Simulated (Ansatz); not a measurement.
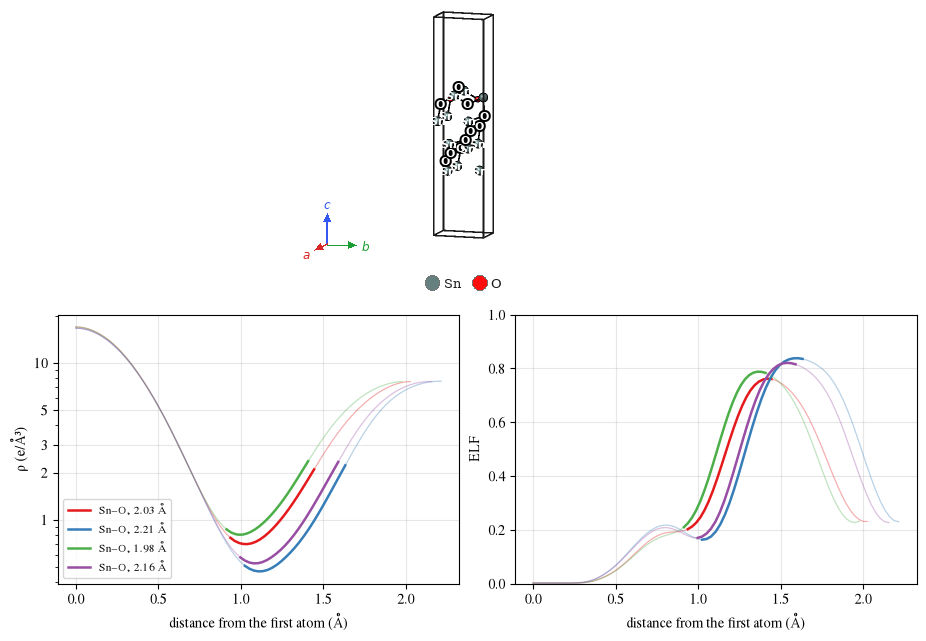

The picture shows: SnO (slab). Valence pseudo-density and ELF along straight lines between neighbouring atoms. Thin, pale parts lie inside the atomic spheres. The structure is drawn too.

The SCF solution may not be the lowest one.

All numbers below come from DFT r2SCAN, scalar-relativistic, plane waves, PAW (Ansatz).

The density is the valence pseudo-density of a PAW calculation; it isn't the true density close to the nuclei.

The calculation's input:

```
crystal:
  lattice:
    - [3.8080256436, 0.0, 0.0]
    - [0.0, 6.2327129512, 0.0]
    - [0.0, 0.0, 26.3577059173]
  atoms:
    - { symbol: Sn, position: [0.5, 0.8543110619, 0.2845467668] }
    - { symbol: Sn, position: [0.0, 0.3323335604, 0.2885576222] }
    - { symbol: O, position: [0.5, 0.1866446223, 0.3151455971] }
    - { symbol: O, position: [0.0, 0.3732892445, 0.3723324022] }
    - { symbol: Sn, position: [0.5, 0.2276003064, 0.3989203771] }
    - { symbol: Sn, position: [0.0, 0.7056228049, 0.4029312325] }
    - { symbol: O, position: [0.5, 0.5599338668, 0.4295192074] }
    - { symbol: O, position: [0.0, 0.7465784891, 0.4867060126] }
    - { symbol: Sn, position: [0.5, 0.600889551, 0.5132939874] }
    - { symbol: Sn, position: [0.0, 0.0789120494, 0.5173048428] }
    - { symbol: O, position: [0.5, 0.9332231113, 0.5438928177] }
    - { symbol: O, position: [0.0, 0.1198677336, 0.6010796229] }
    - { symbol: Sn, position: [0.5, 0.9741787955, 0.6276675978] }
    - { symbol: Sn, position: [0.0, 0.452201294, 0.6316784531] }
    - { symbol: O, position: [0.5, 0.3065123559, 0.658266428] }
    - { symbol: O, position: [0.0, 0.4931569782, 0.7154532332] }
basis:
  ecutwfc: 500
kpoints:
  mp_grid: { grid: [9, 6, 1] }
hamiltonian:
  xc: r2scan
scf:
  occupations: { method: gaussian, width: 0.05 }
output:
  forces: true
  eigenvalues: true
  write_density: true
  write_potential: true
  elf: true
  volumetric_format: npy
relax:
  adjacent_minimum: "off"
  f_tol: 0.02
  max_steps: 60
efield:
  axis: 3
  dipole_correction: true
  ramp_width: 0.04
```

Command:

```sh
ansatz run input.yaml --threads 2 --pin off --max-ram 5120MiB --backend cpu --events-out ev --progress --plain --runs-dir out
```

The fields are those of the run's last geometry, not of the input's.

What can be read from the curves?

Answer. Sn–O (2.03 Å): the density is about 0.7 e/Å³ at the midpoint; the ELF peaks at about 0.75 in the valence shell of O, 0.6 Å from its nucleus, and is about 0.25 at the midpoint: no localised pair shows between them.
Sn–O (2.21 Å): the density is about 0.47 e/Å³ at the midpoint; the ELF peaks at about 0.85 in the valence shell of O, 0.6 Å from its nucleus, and is about 0.20 at the midpoint (no localised pair shows between them).
Sn–O (1.98 Å): the density is about 0.8 e/Å³ at the midpoint; the ELF peaks at about 0.80 in the valence shell of O, 0.6 Å from its nucleus, and is about 0.25 at the midpoint (no shared electron pair shows on this line).
Sn–O (2.16 Å): ρ is about 0.53 e/Å³ halfway; the ELF peaks at about 0.80 in the valence shell of O, 0.6 Å from its nucleus, and is about 0.20 at the midpoint; no shared electron pair shows on this line.
